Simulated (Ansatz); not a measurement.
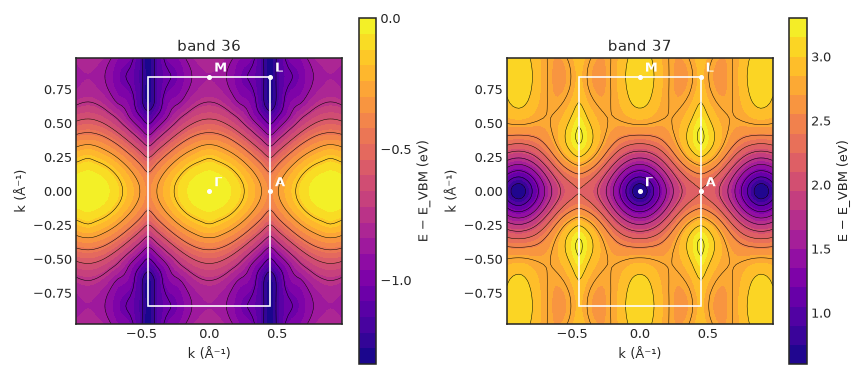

Two bands of CdSe (space group P6_3mc, No. 186) over the plane through Γ, A and M: the highest mostly filled and the lowest mostly empty one.

Computed with DFT PBEsol, scalar-relativistic, plane waves, PAW; levels and slopes on a dense k mesh at the converged density in Ansatz. No spin polarisation. The levels come from a k mesh of 30×30×16 points. Unrelaxed database geometry.

**Give both levels and their distance at the named points.**

```tsv
point	lower band (eV)	upper band (eV)	distance (eV)
Γ	0.00	0.58	0.58
A	−0.38	2.24	2.62
M	−0.84	3.14	3.99
L	−1.31	2.88	4.19
```

**Where are the band edges of the whole zone?**

The valence band has one maximum at Γ, two bands meeting there, with masses of 0.40 and 1.27 mₑ along x, 0.40 and 1.27 mₑ along y and 1.56 mₑ along z; the conduction band has one minimum at Γ, principal masses 0.057, 0.060 and 0.060 mₑ. The gap is direct, 0.58 eV at this level of theory (semilocal functionals give gaps that are too small, and can reorder valleys that lie close).

Spin-orbit coupling, left out here, can change the gap, its kind, the place of the band edges and the masses, since the compound holds Cd and Se.
